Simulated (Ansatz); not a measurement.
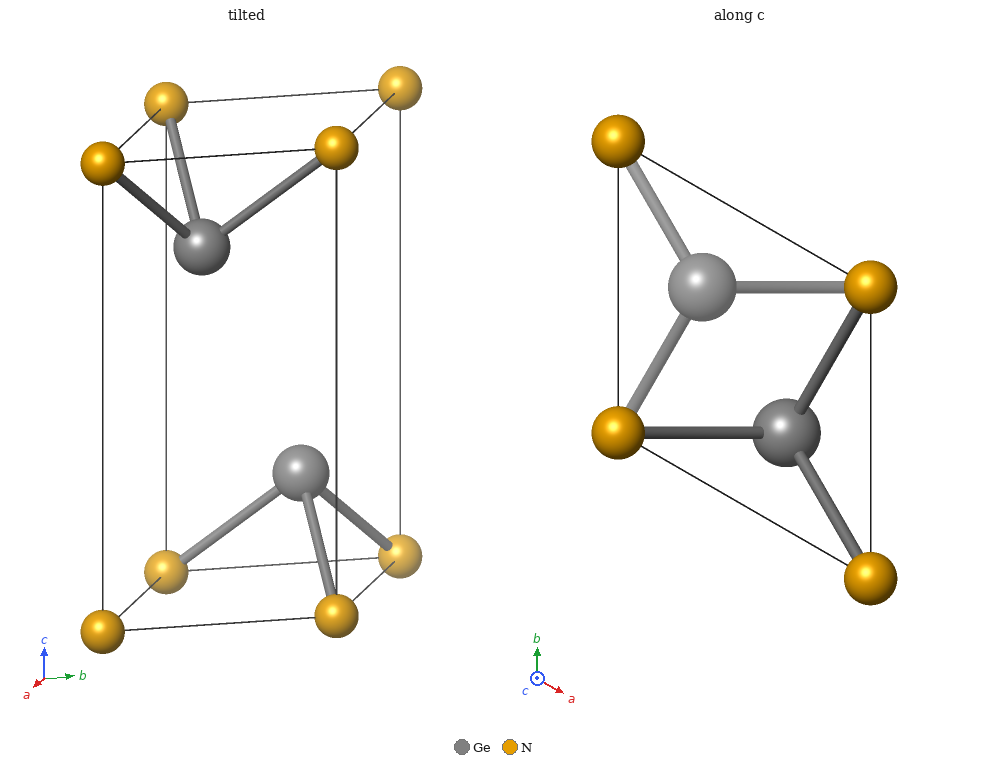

An orthographic ball-and-stick view of the structure, slightly off an axis and along the c axis. The box is the conventional unit cell; atoms on or close to its faces, edges and corners are drawn wherever they repeat. Cell: a = 2.99 Å, b = 2.99 Å, c = 5.98 Å, α = 90.00°, β = 90.00°, γ = 120.00°.

The starting point was a structure type filled with these elements by a generator (whether the compound takes this form wasn't checked). Earlier steps of the study, as a rule a relaxation of our own, may have changed the cell and positions, so they can lie some per cent off the listed ones. It was the input of a calculation with Ansatz.

### Describe the arrangement of the atoms.

The formula is Ge₂N. The structure has P-3m1 (No. 164) symmetry and a primitive hexagonal lattice. It has 3 atoms to the cell (2 Ge, 1 N). The coordination shell of Ge holds three N in a trigonal pyramidal arrangement at about 2.2 Å. Each N has six Ge in a distorted octahedral arrangement at about 2.2 Å. The bonds build Ge2N layers parallel to (001).

The numbers come from DFT PBE, scalar-relativistic, plane waves, PAW (Ansatz), using a cutoff energy of 420 eV, an 18×18×8 k-point grid, Gaussian smearing of 0.1 eV, no spin polarisation.

### What is the electronic character?

A metal: bands cross the Fermi level.

### State the Bader charges by element.

Ge +0.73 e; N -1.45 e.

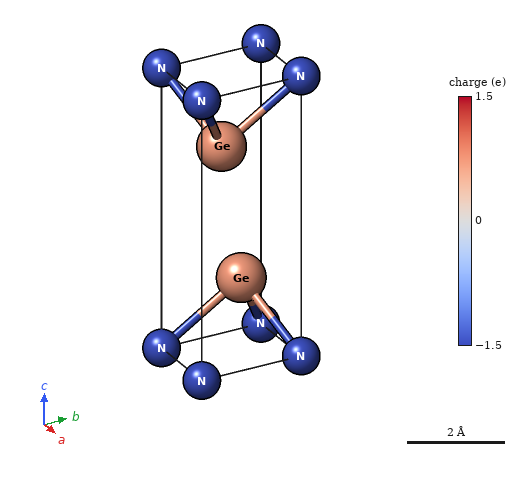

The atoms coloured by those charges. The run's cell of 3 atoms is drawn.

### Does this geometry sit at a stationary point of the energy?

Yes. All forces vanish to within 0.01 eV/Å. The pressure is 0.0 GPa, close to zero.
